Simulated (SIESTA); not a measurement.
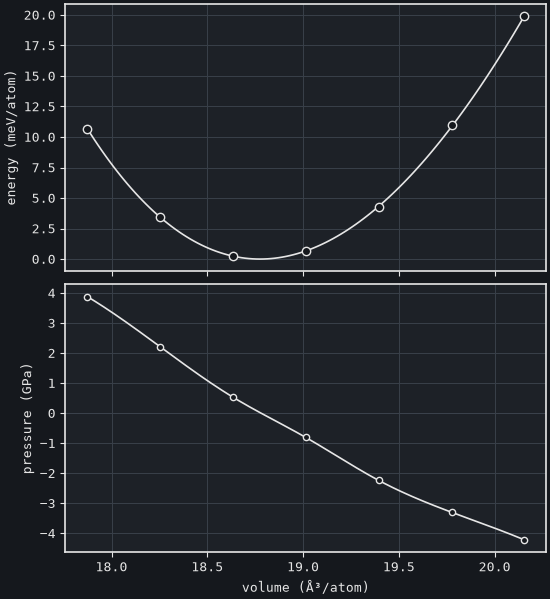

The figure shows the energy and pressure against volume for Ge, space group Imma (No. 74).

Cell as given: a = 3.914 Å, b = 3.914 Å, c = 3.914 Å, α = 100.77°, β = 94.74°, γ = 136.93°; 2 atoms.

Computed with SIESTA 5.4.2: DFT in numerical atomic orbitals with pseudopotentials, no spin polarisation; energies at scaled volumes of the given cell, shape and fractions fixed, counted from the fit's minimum, third-order Birch-Murnaghan fit. Level: PBEsol.

- k mesh: 11×11×11
- occupations: Fermi–Dirac
- smearing width: 0.05 eV
- potentials: PseudoDojo 0.4 standard, converted to PSML, two zetas on semicore shells
- program settings: basis DZP, mesh cutoff 800 Ry

Question: What equilibrium volume and bulk modulus follow from the curve?

Answer: A third-order Birch–Murnaghan fit gives V0 = 18.77 Å³/atom, B0 = 72 GPa and B′ = 4.7.

Question: Read off the course of the pressure.

Answer: It falls from 3.88 GPa at volume 17.87 Å³/atom to −4.22 GPa at 20.16 Å³/atom, and changes sign near 18.78 Å³/atom.

Caveats: mulliken charges of long orbitals; shape and atomic fractions are frozen while scaling, which makes layered, chain and framework solids too stiff.

The computed values:

```
volume (Å³/atom)  energy (meV/atom)  pressure (GPa)
           17.87              10.65            3.88
           18.25               3.45            2.21
           18.63               0.26            0.53
           19.01               0.65           -0.81
           19.39               4.24           -2.24
           19.78              10.97           -3.30
           20.16              19.89           -4.22
```
